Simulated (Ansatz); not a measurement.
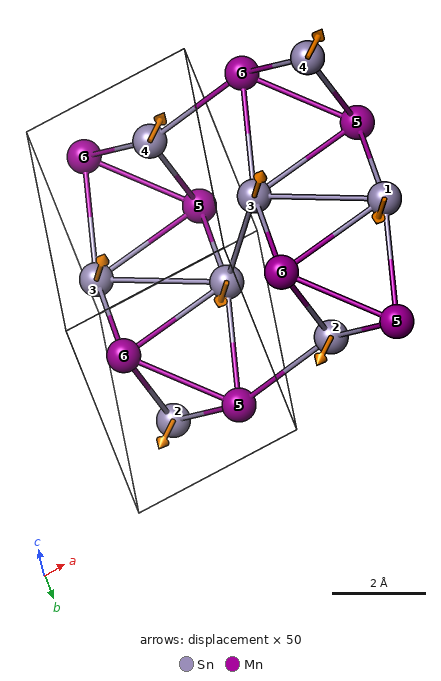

This is a relaxation of solid MnSn$_{2}$ (set up in I4/mcm). The starting structure is drawn; orange arrows show the displacements (the part carried along by the change of the cell is left out), 50 times their true length.

The picture is a ball-and-stick view of the cell of the calculation, repeated 2 × 1 × 1 with one cell outlined, seen from a free direction.

The run lets cell and atoms move.

Method: Kohn-Sham DFT of a periodic cell, PBEsol, Ansatz PAW (Ansatz).

The input:
```yaml
crystal:
  lattice:
    - [-3.3295, 3.3295, 2.7235]
    - [3.3295, -3.3295, 2.7235]
    - [3.3295, 3.3295, -2.7235]
  atoms:
    - { symbol: Sn, position: [0.8377, 0.6623, 0.5] }
    - { symbol: Sn, position: [0.3377, 0.8377, 0.1754] }
    - { symbol: Sn, position: [0.1623, 0.3377, 0.5] }
    - { symbol: Sn, position: [0.6623, 0.1623, 0.8246] }
    - { symbol: Mn, position: [0.75, 0.75, 0.0], spin: 4.0 }
    - { symbol: Mn, position: [0.25, 0.25, 0.0], spin: 4.0 }
hamiltonian:
  xc: pbesol
  pseudopotentials: { kind: paw }
magnetization:
  spin_polarized: true
kpoints:
  mp_grid: { grid: [6, 6, 6] }
scf:
  occupations: { method: fermi_dirac, width: 0.05 }
output:
  forces: true
  stress: true
  eigenvalues: true
relax:
  f_tol: 0.01
  max_steps: 40
  cell: { stress_tol: 0.05 }
```

Run as
```bash
ansatz run input.yaml --threads 2 --pin off --max-ram 5632MiB --backend cpu --events-out ev --progress --plain --runs-dir out
```

**What happened in the run?**

The energy falls by 29.7 meV per atom in 4 accepted moves (5 points after the start). Largest force component: 0.15 eV/Å at the start, 0.0013 eV/Å at the end. The pressure goes from −5.46 to 0.00 GPa. At 1 point the geometry stayed and the basis and grid were re-selected for the new cell (energy shift of 0.5 meV per atom at most each time). The largest moves relative to the cell, 0.019 Å, are those of Sn1, Sn2, Sn3 and Sn4. Sn1 goes along [−1 1 0]. Mn stays in place. The volume changes by −7.3 %, with a = b = c 5.440 → 5.302 Å (−2.5 %), γ 119.9° → 119.8°. Among the contacts that change: Sn1–Sn3 3.185 → 3.090 Å, Sn1–Mn5 2.842 → 2.765 Å, Mn5–Mn6 2.723 → 2.660 Å, Sn1–Sn3 (another image) 3.057 → 3.014 Å. The space group stays I4/mcm (No. 140). Cost: 86 s on 2 threads of AMD EPYC 7R43 64-Core Processor (Zen 3), with other jobs on the host, peak memory 0.71 GiB.

Limits of the set-up: only the magnetic order of this start and cell was tried (total moment 3.8 μB per cell).
